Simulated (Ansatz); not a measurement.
## Ti18O35: geometry relaxation (part 1 of 6)

- system: Ti18O35 (defect cell, 53 atoms in the cell)
- method: DFT PBE, scalar-relativistic, plane waves, PAW, spin-polarised (Ansatz 0.2.0)

The structure derives from a Materials Project entry.

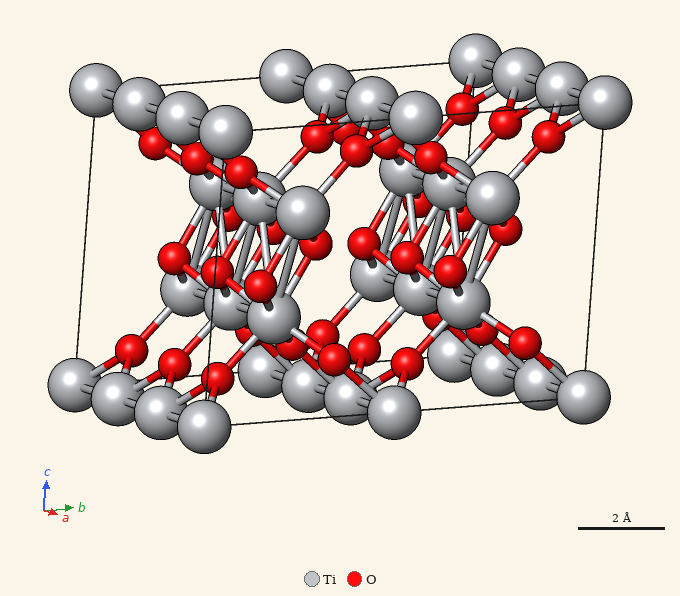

**Figure 1.** The starting structure (ball-and-stick view of the cell of the calculation, seen slightly off an axis). An atom can appear more than once, as a periodic image.

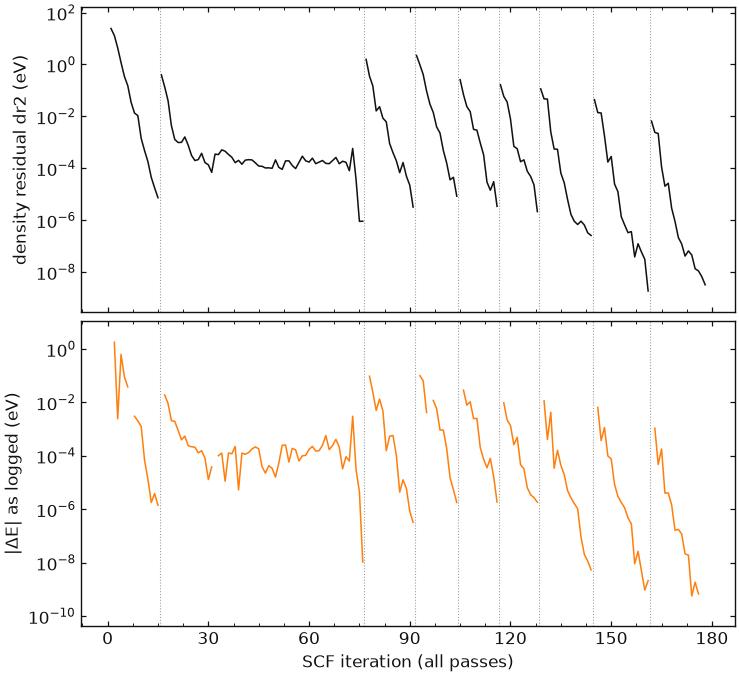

**Figure 2.** Convergence of the self-consistent field: density residual dr2 and size of the energy change against the SCF iteration. The dotted lines part the SCF passes of the relaxation: geometry steps, rejected trials and re-solves on a re-selected basis. The 9 passes take 12 to 61 iterations each, 178 in all.

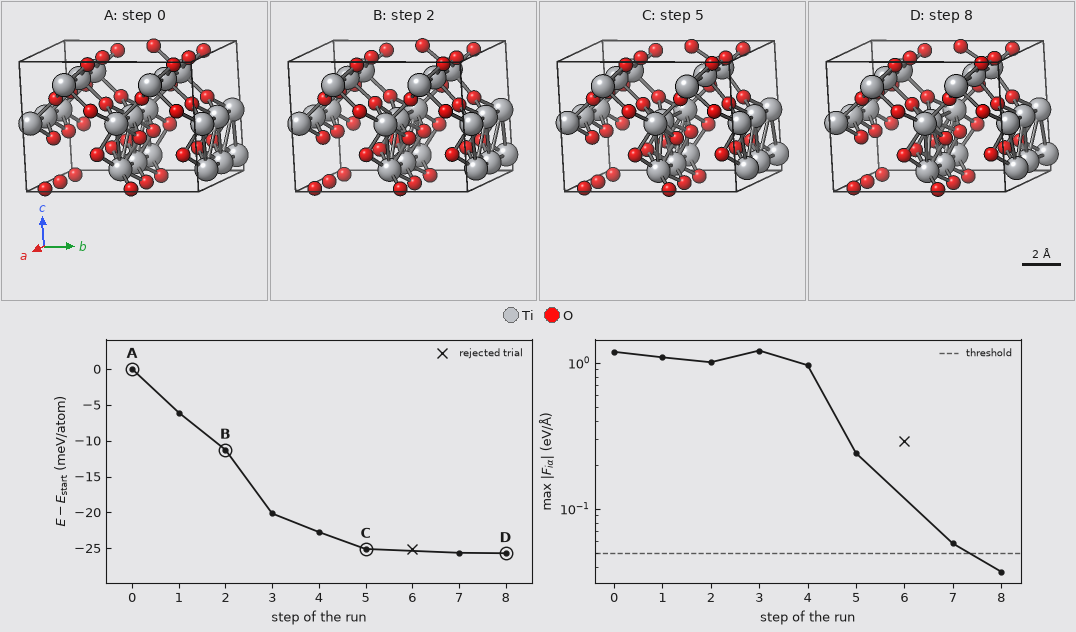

**Figure 3.** Frames of the relaxation (ball-and-stick view of the cell of the calculation (origin shifted), seen slightly off an axis) above the curves, on which the letters mark them (the first geometry is step 0 here and step 1 in the log).

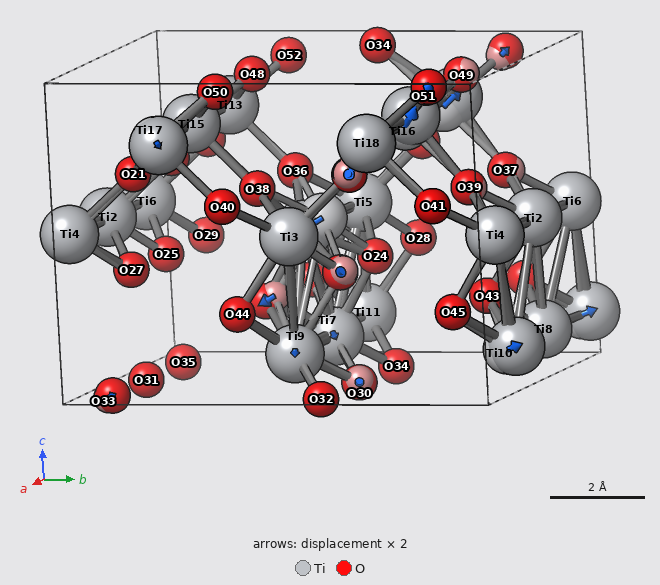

**Figure 4.** Start (faint) and end (solid) with the displacements as blue arrows, magnified 2 times (ball-and-stick view of the cell of the calculation (origin shifted), seen slightly off an axis). The energy falls by 25.7 meV per atom in 8 geometry steps. The largest force component goes from 1.2 to 0.037 eV/Å. The line search rejected the trial step at point 6 (counted from 0) and went back. The largest move is that of Ti1, 0.49 Å. Largest moves by element: Ti 0.49 Å, O 0.23 Å. The cell doesn't change. Among the contacts that change: Ti14–Ti16 3.014 → 3.356 Å, Ti1–O42 2.002 → 1.775 Å, Ti14–Ti18 2.963 → 2.786 Å, Ti14–O53 1.956 → 1.784 Å. Among the angles that change: Ti14–O49–Ti16 98.2° → 120.8°, Ti3–O20–Ti16 127.7° → 144.0°, Ti8–O49–Ti16 132.6° → 119.5°. (Atoms are counted from 1 in the order of the input.)

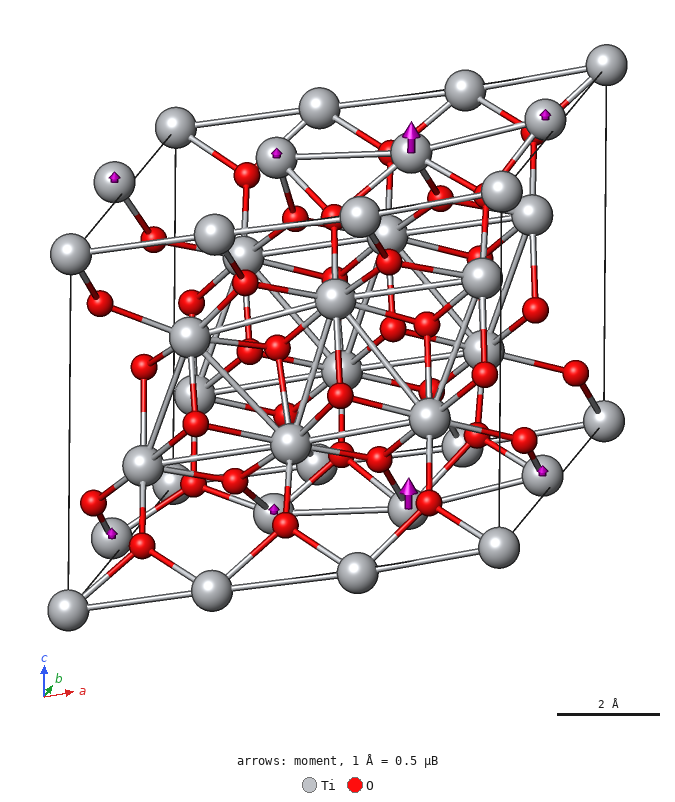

**Figure 5.** Magnetic moments of the sites as pink arrows (ball-and-stick view of the cell of the calculation, seen slightly off an axis); small moments hardly show. The run is collinear, so the axis drawn is arbitrary. Site moments: Ti18 (0.32 μB); Ti14, Ti16 (0.11 μB). They are counted near the atoms and needn't add up to the moment of the cell. Atoms are counted from 1 in the order of the input.

These pictures come from the run below.

### Input
```yaml
crystal:
  lattice:
    - [8.904794, 0.0, 0.0]
    - [0.000416, 9.415214, 0.0]
    - [1.48357, 0.242353, 7.083465]
  atoms:
    - { symbol: Ti, position: [0.2167823989, 0.2599694624, 0.6877180083], spin: 0.5 }
    - { symbol: Ti, position: [0.220569, 0.760237, 0.684496] }
    - { symbol: Ti, position: [0.553903, 0.260237, 0.684496] }
    - { symbol: Ti, position: [0.553903, 0.760237, 0.684496] }
    - { symbol: Ti, position: [0.887236, 0.260237, 0.684496] }
    - { symbol: Ti, position: [0.887236, 0.760237, 0.684496] }
    - { symbol: Ti, position: [0.11488, 0.24013, 0.31696] }
    - { symbol: Ti, position: [0.11488, 0.74013, 0.31696] }
    - { symbol: Ti, position: [0.448213, 0.24013, 0.31696] }
    - { symbol: Ti, position: [0.448213, 0.74013, 0.31696] }
    - { symbol: Ti, position: [0.781547, 0.24013, 0.31696] }
    - { symbol: Ti, position: [0.781547, 0.74013, 0.31696] }
    - { symbol: Ti, position: [0.001124, 0.000194, 0.000703] }
    - { symbol: Ti, position: [0.0009025182, 0.5012290676, -0.0014790685], spin: 0.5 }
    - { symbol: Ti, position: [0.334457, 0.000194, 0.000703] }
    - { symbol: Ti, position: [0.3397772938, 0.5006949907, -0.0036871832], spin: 0.5 }
    - { symbol: Ti, position: [0.667791, 0.000194, 0.000703] }
    - { symbol: Ti, position: [0.667791, 0.500194, 0.000703] }
    - { symbol: O, position: [0.189342, 0.90765, 0.872827] }
    - { symbol: O, position: [0.5280157823, 0.4100176173, 0.8766690802] }
    - { symbol: O, position: [0.522675, 0.90765, 0.872827] }
    - { symbol: O, position: [0.8571128075, 0.4011724159, 0.8763656312] }
    - { symbol: O, position: [0.856009, 0.90765, 0.872827] }
    - { symbol: O, position: [0.0820632576, 0.346511471, 0.5541910267] }
    - { symbol: O, position: [0.076469, 0.851504, 0.549515] }
    - { symbol: O, position: [0.4093685615, 0.352911855, 0.5550138234] }
    - { symbol: O, position: [0.409802, 0.851504, 0.549515] }
    - { symbol: O, position: [0.743136, 0.351504, 0.549515] }
    - { symbol: O, position: [0.743136, 0.851504, 0.549515] }
    - { symbol: O, position: [0.3107650215, 0.3500137614, 0.1954340551] }
    - { symbol: O, position: [0.302166, 0.845918, 0.195172] }
    - { symbol: O, position: [0.635499, 0.345918, 0.195172] }
    - { symbol: O, position: [0.635499, 0.845918, 0.195172] }
    - { symbol: O, position: [0.9653816752, 0.344891347, 0.1891895434] }
    - { symbol: O, position: [0.968832, 0.845918, 0.195172] }
    - { symbol: O, position: [0.0313640573, 0.1558017743, 0.8089383381] }
    - { symbol: O, position: [0.0341702917, 0.6574952511, 0.8080407395] }
    - { symbol: O, position: [0.3596462419, 0.1544647511, 0.804295971] }
    - { symbol: O, position: [0.3642673685, 0.6553932946, 0.8074964279] }
    - { symbol: O, position: [0.700412, 0.154477, 0.806243] }
    - { symbol: O, position: [0.700412, 0.654477, 0.806243] }
    - { symbol: O, position: [0.259309, 0.148864, 0.451878] }
    - { symbol: O, position: [0.259309, 0.648864, 0.451878] }
    - { symbol: O, position: [0.592642, 0.148864, 0.451878] }
    - { symbol: O, position: [0.592642, 0.648864, 0.451878] }
    - { symbol: O, position: [0.925975, 0.148864, 0.451878] }
    - { symbol: O, position: [0.925975, 0.648864, 0.451878] }
    - { symbol: O, position: [0.146679, 0.092719, 0.128539] }
    - { symbol: O, position: [0.1506314566, 0.5950512398, 0.1286499324], spin: 0.5 }
    - { symbol: O, position: [0.480013, 0.092719, 0.128539] }
    - { symbol: O, position: [0.480013, 0.592719, 0.128539] }
    - { symbol: O, position: [0.813346, 0.092719, 0.128539] }
    - { symbol: O, position: [0.813346, 0.592719, 0.128539] }
magnetization:
  spin_polarized: true
basis:
  ecutwfc: 420
  fft_grid_basis: typed
kpoints:
  mp_grid: { grid: [2, 1, 2] }
hamiltonian:
  xc: pbe
  pseudopotentials: { kind: paw }
scf:
  occupations: { method: gaussian, width: 0.05 }
output:
  forces: true
  stress: false
  eigenvalues: false
  bader: false
  write_density: false
  volumetric_format: npy
  populations: true
relax:
  adjacent_minimum: "off"
  max_steps: 30
  f_tol: 0.05
```

Launched with:
```bash
ansatz run input.yaml --threads 8 --pin off --max-ram 16384MiB --backend cpu --events-out ev --progress --plain --runs-dir out
```

### Log
```
settings of this run that can trade accuracy for cost: output.eigenvalues: false. Do not mix this run's numbers with those of runs without the same settings; the input reference describes each key
Engine: ansatz 0.2.0, aarch64-unknown-linux-gnu
Pseudopotentials: kind: paw
Pseudopotential: Ti, paw, valence charge 12, recommended cutoff 420 eV (normal), Ti.paw.azcp
Pseudopotential: O, paw, valence charge 6, recommended cutoff 420 eV (normal), O.paw.azcp
Functional definition: PBE
  parameter kappa = 0.804
  parameter beta = 0.06672455060314922
  exchange = pbe_x(kappa = kappa, mu = beta*pi^2/3)
  correlation = pbe_c(beta = beta)
Crystal: 53 atoms, lattice volume = 593.882 Å³
Basis set: ecut = 420 eV, 11597 PW (Γ), exchange–correlation on 120×128×100 points (8 copies of the dense FFT grid, shifted against one another)
Bands: 267, of which v1, the nominal top of the filled ones, is band 213 counted from 1 (212 counted from 0)
Symmetry: 1 space group operations
Space group: P1 (ITA 1), of the structure as read, at distance tolerance 8.4e-5 Å
Magnetic group: BNS 1.1 (UNI 1), of the structure as read, at distance tolerance 8.4e-5 Å
k-points: 4
Non-local potential: Ti, projectors of the file, l = 0: 3, l = 1: 2, l = 2: 3, l = 3: 1
Non-local potential: O, projectors of the file, l = 0: 2, l = 1: 2, l = 2: 1
PAW form: soft (Blöchl's): semilocal exchange-correlation on the pseudo side does not see the compensation charge
PAW one-centre angular grid: Ti, 590 points (default); XC on 64 Gauss nodes
PAW one-centre angular grid: O, 110 points (default); XC on 64 Gauss nodes
Initial density: superposition of atomic densities (chi_scale 0.1, normalization cell, long waves kept (reshape's long-wave potential 0.27 eV rms))
Starting moments: Σ|m| = 2 μB on 4 of 53 sites
Initial wavefunctions: pseudopotential atomic-orbital guess
Functional: x = pbe(κ = 0.804, μ = 0.2195149727645171), c = pbe(β = 0.06672455060314922)
SCF iter   1: F=—  HF=-64925.730180 eV  |F-HF|=—  |Δ(HF+E_count)|=         —  Δρ=3.10e-2 (↑3.00e-2 ↓3.10e-2)  dr2=2.43e1  dr2_m=2.40e-1  M=0.685 μB ∫|m|=1.201 μB  β_m=0.30  ethr=3.10e-3  ⟨swp⟩=4.9  Hψ=8042  notcnv=0  defer=8
Mixer restart at iter 1: flushing history
preconditioner: auto → Kerker (q_TF=auto, 2.581 Å⁻¹)  [metal: Δε(μ)=0.058 eV  Ē_g=9.531 eV  σ=0.050 eV  W_gap=0.45  n_scr=172 (ndim 8)  ℏωp=25.6 eV  f_vac=0.001  D(μ)=8.34/eV (n_scr^D=42)]
spin=Collinear: Kerker preconditioning applied to the charge; magnetization (m = ρ↑ − ρ↓) channel mixes plain (no charge-response kernel on spin).
SCF iter   2: F=—  HF=-64923.957973 eV  |F-HF|=—  |Δ(HF+E_count)|=    1.77e0  Δρ=2.23e-2 (↑2.08e-2 ↓2.23e-2)  dr2=1.31e1  dr2_m=1.53e-1  M=0.577 μB ∫|m|=1.046 μB  β_m=0.55  ethr=3.10e-3  ⟨swp⟩=2.0  Hψ=2532  notcnv=0  defer=362
SCF iter   3: F=—  HF=-64923.955555 eV  |F-HF|=—  |Δ(HF+E_count)|=   2.42e-3  Δρ=1.07e-2 (↑1.02e-2 ↓1.07e-2)  dr2=4.36e0  dr2_m=3.34e-2  M=0.265 μB ∫|m|=0.580 μB  β_m=0.62  ethr=3.08e-3  ⟨swp⟩=2.9  Hψ=3281  notcnv=0  defer=362
SCF iter   4: F=—  HF=-64923.333222 eV  |F-HF|=—  |Δ(HF+E_count)|=   6.22e-1  Δρ=4.88e-3 (↑4.88e-3 ↓4.82e-3)  dr2=1.18e0  dr2_m=5.04e-3  M=0.068 μB ∫|m|=0.311 μB  β_m=0.71  ethr=1.02e-3  ⟨swp⟩=2.2  Hψ=3373  notcnv=0  defer=360
SCF iter   5: F=—  HF=-64923.422831 eV  |F-HF|=—  |Δ(HF+E_count)|=   8.96e-2  Δρ=2.83e-3 (↑2.76e-3 ↓2.83e-3)  dr2=3.44e-1  dr2_m=1.21e-3  M=0.008 μB ∫|m|=0.253 μB  β_m=0.77  ethr=2.77e-4  ⟨swp⟩=2.1  Hψ=2863  notcnv=0  defer=358
SCF iter   6: F=—  HF=-64923.460617 eV  |F-HF|=—  |Δ(HF+E_count)|=   3.78e-2  Δρ=1.86e-3 (↑1.86e-3 ↓1.81e-3)  dr2=1.52e-1  dr2_m=2.92e-4  M=0.002 μB ∫|m|=0.240 μB  β_m=0.75  ethr=8.07e-5  ⟨swp⟩=2.2  Hψ=3309  notcnv=0  defer=351
SCF iter   7: F=—  HF=-64923.460562 eV  |F-HF|=—  |Δ(HF+E_count)|=         —  Δρ=8.08e-4 (↑8.08e-4 ↓7.84e-4)  dr2=3.45e-2  dr2_m=2.30e-4  M=0.002 μB ∫|m|=0.239 μB  β_m=0.75  ethr=3.56e-5  ⟨swp⟩=2.0  Hψ=2959  notcnv=0  defer=351
SCF iter   8: F=—  HF=-64923.463567 eV  |F-HF|=—  |Δ(HF+E_count)|=   3.00e-3  Δρ=4.41e-4 (↑4.41e-4 ↓3.87e-4)  dr2=1.34e-2  dr2_m=5.51e-5  M=0.002 μB ∫|m|=0.240 μB  β_m=0.88  ethr=8.11e-6  ⟨swp⟩=2.0  Hψ=2825  notcnv=0  defer=351
SCF iter   9: F=—  HF=-64923.465585 eV  |F-HF|=—  |Δ(HF+E_count)|=   2.02e-3  Δρ=5.01e-4 (↑4.92e-4 ↓5.01e-4)  dr2=1.06e-2  dr2_m=7.90e-6  M=0.003 μB ∫|m|=0.244 μB  β_m=0.75  ethr=3.15e-6  ⟨swp⟩=2.0  Hψ=3084  notcnv=0  defer=351
SCF iter  10: F=—  HF=-64923.464323 eV  |F-HF|=—  |Δ(HF+E_count)|=   1.26e-3  Δρ=1.43e-4 (↑1.43e-4 ↓1.38e-4)  dr2=1.41e-3  dr2_m=4.14e-6  M=0.004 μB ∫|m|=0.249 μB  β_m=0.87  ethr=2.48e-6  ⟨swp⟩=2.0  Hψ=2972  notcnv=0  defer=351
SCF iter  11: F=—  HF=-64923.464390 eV  |F-HF|=—  |Δ(HF+E_count)|=   6.78e-5  Δρ=1.08e-4 (↑1.07e-4 ↓1.08e-4)  dr2=4.79e-4  dr2_m=1.77e-6  M=0.004 μB ∫|m|=0.255 μB  β_m=0.84  ethr=3.32e-7  ⟨swp⟩=2.2  Hψ=3029  notcnv=0  defer=342
SCF iter  12: F=—  HF=-64923.464377 eV  |F-HF|=—  |Δ(HF+E_count)|=   1.32e-5  Δρ=7.48e-5 (↑7.48e-5 ↓7.28e-5)  dr2=1.79e-4  dr2_m=9.68e-7  M=0.004 μB ∫|m|=0.258 μB  β_m=0.78  ethr=1.13e-7  ⟨swp⟩=2.0  Hψ=3121  notcnv=0  defer=342
SCF iter  13: F=—  HF=-64923.464375 eV  |F-HF|=—  |Δ(HF+E_count)|=   1.77e-6  Δρ=3.48e-5 (↑3.23e-5 ↓3.48e-5)  dr2=4.43e-5  dr2_m=4.85e-7  M=0.004 μB ∫|m|=0.261 μB  β_m=0.86  ethr=1.47e-8  ⟨swp⟩=2.0  Hψ=6878  notcnv=0
SCF iter  14: F=—  HF=-64923.464379 eV  |F-HF|=—  |Δ(HF+E_count)|=   3.84e-6  Δρ=2.11e-5 (↑2.05e-5 ↓2.11e-5)  dr2=1.74e-5  dr2_m=3.13e-7  M=0.004 μB ∫|m|=0.263 μB  β_m=0.85  ethr=1.04e-8  ⟨swp⟩=3.0  Hψ=4713  notcnv=0
SCF iter  15: F=-64923.464375 eV  HF=-64923.464381 eV  |F-HF|=5.15e-6  |Δ(HF+E_count)|=   1.40e-6  Δρ=1.56e-5 (↑1.51e-5 ↓1.56e-5)  dr2=7.27e-6  dr2_m=2.50e-7  M=0.004 μB ∫|m|=0.266 μB  ethr=4.08e-9  ⟨swp⟩=3.0  Hψ=4352  notcnv=0
WARN: the starting moments were not kept: 1 of 4 ended reversed and 2 kept their direction, counting a site from 0.1 of the cell's largest site moment. The largest reversed, site 0 (counted from 0, in the order of the report's site_moments_mub), started with +0.5 μB and closes at -2.2e-2 μB in its sphere. The net magnetisation is 3.5e-3 μB in size, at most 0.1 of the 2 μB that the starting moments add up to as vectors. The SCF closed on another magnetic arrangement than the starting moments describe; that does not show which of the two is lower. To try another start: change the starting moments (crystal.atoms[].spin, magnetization.per_species, magnetization.initial_magnetization, or on a non-collinear deck that types none of these the spinor_matrix: blocks that start its atoms; where the total moment is fixed, keep their sum and leave initial_magnetization as it is; typed ones take the place of any that the run laid by itself, positive ones on a crystal's lanthanoids without a Hubbard term where scf.initial_density.shell_occupations: [] is typed); see also scf.mixing.spin_hold.
SCF 1 converged in 15 iterations: F = -64923.464375 eV  dr2 = 7.27e-6
  greatest PAW one-centre occupation: 0.999 electrons in one spin orbital (limit 2), on the Ti atom at site 12 (counted from 0), in its partial waves of l = 0
```
